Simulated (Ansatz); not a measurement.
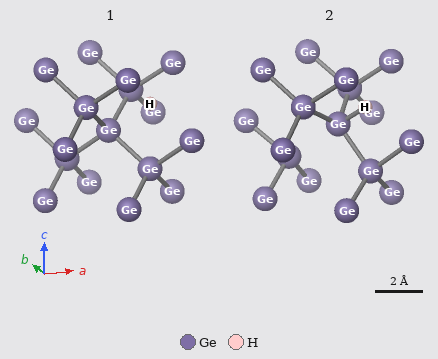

Two geometries of a defect cell of composition Ge64H (cell charge +1), drawn at one scale. One is the start of a relaxation, the other its converged end. Style: ball-and-stick. Shown: the atoms within 4.2 Å of the atom that moves most (axes of the cell of the calculation (origin shifted)), slightly off an axis.

The calculation used DFT, PBEsol, PAW, plane waves in Ansatz. Set-up: plane-wave cutoff 420 eV; k-point mesh 1 × 1 × 1; mesh shifted by (0.25, 0.25, 0.25); no spin polarisation; atoms relaxed in a fixed cell; force threshold 0.03 eV/Å; at most 80 steps.

**Which geometry has the lower energy?**

Structure 2 is the relaxed one. A Ge atom moves most: 0.61 Å along [1 −1 1]. Largest moves by element: Ge 0.61 Å, H 0.23 Å. The cell stays as it was. Near-neighbour distances that change, for instance: Ge–H 2.460 → 1.643 Å, Ge–Ge 2.475 → 2.926 Å, Ge–Ge 2.487 → 2.453 Å, Ge–Ge 2.411 → 2.438 Å. New bonds form: Ge–H (2.46 → 1.64 Å). Among the angles between lasting bonds that change: Ge–Ge–Ge 109.0° → 92.4°, Ge–Ge–Ge 108.2° → 92.4°, Ge–Ge–Ge 108.2° → 92.9°. Over 7 geometry steps the energy falls by 0.866 eV per cell of the calculation. The largest force component goes from 0.82 to 0.016 eV/Å. The run took 16 s on 1 × NVIDIA GB300 Max-Q with 8 threads of Arm Neoverse-V2, peak memory 2.2 GiB.

Limits of the set-up: the cell is charged, on a uniform background, and energies carry no finite-size correction.
